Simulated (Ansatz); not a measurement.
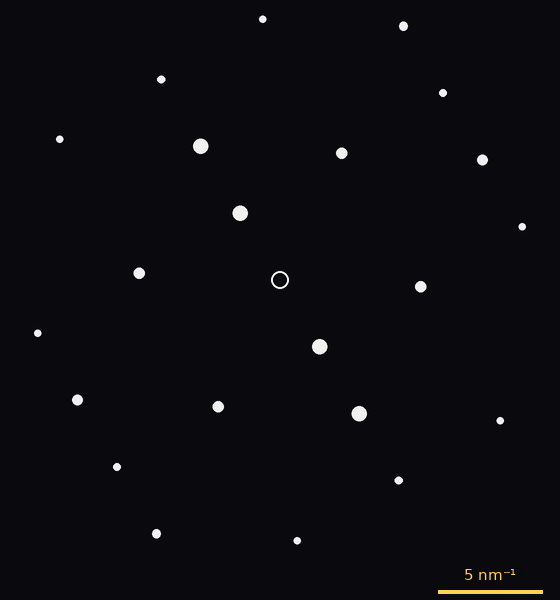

Computed electron diffraction pattern, 120 kV, single scattering only, B = 1 Å².

Read the repeat vectors of the pattern off the scale bar.

Answer. The spots form a rectangular net whose two shortest vectors correspond to d = 2.67 Å and 1.76 Å, 90.0° apart.

What is the point symmetry of the pattern, intensities included?

Answer. 2mm.

What was simulated?

Answer. This cannot be fixed from one zone alone; the pattern is [310] of W, space group P6/mmm (No. 191), a = 5.382 Å, c = 2.669 Å (hexagonal axes). The net vectors are 0 0 1 and 1 -3 0 (itself too weak to see). Structure: the geometry relaxed with Ansatz 0.2.0, DFT PBE, scalar-relativistic, plane waves, PAW; the starting structure was generated, so it need not be a known form of this composition.
